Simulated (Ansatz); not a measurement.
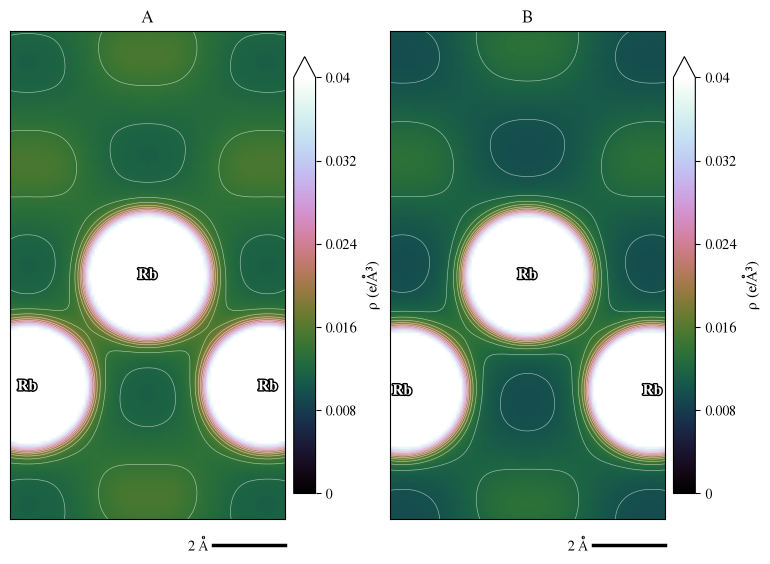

Rb. The valence charge density (pseudo) of two cells that differ in size, on the (110) plane of each (indices in the axes of the calculation cell), at one length scale and on one colour scale; one has 91.6 and the other 103.1 Å³ an atom.

These are results of DFT, PBE, plane waves (420 eV) with PAW, scalar-relativistic (Ansatz 0.2.0), not measurements.

In a PAW calculation such maps are meaningful between the atoms, not at the nuclei.

The larger cell:

```yaml
crystal:
  lattice:
    - [-4.55182, 4.55021, 2.46355]
    - [4.55021, -4.55182, 2.46355]
    - [4.59665, 4.59665, -2.46650]
  atoms:
    - { symbol: Rb, position: [0.99997, 0.00003, 0.00000] }
    - { symbol: Rb, position: [0.75003, 0.24997, 0.50000] }
```

The smaller cell: a = 6.626 Å, b = 6.626 Å, c = 6.685 Å, α = 97.29°, β = 97.29°, γ = 138.11°.

### Which is the denser cell? Describe the effect of the change.

Panel A is the smaller cell, by 11 % in volume. From the larger cell to the smaller, Rb–Rb goes from 4.74 to 4.55 Å, and the density at its midpoint from 0.01 to 0.02 e/Å³; the pressure goes from −0.2 to 0.1 GPa.
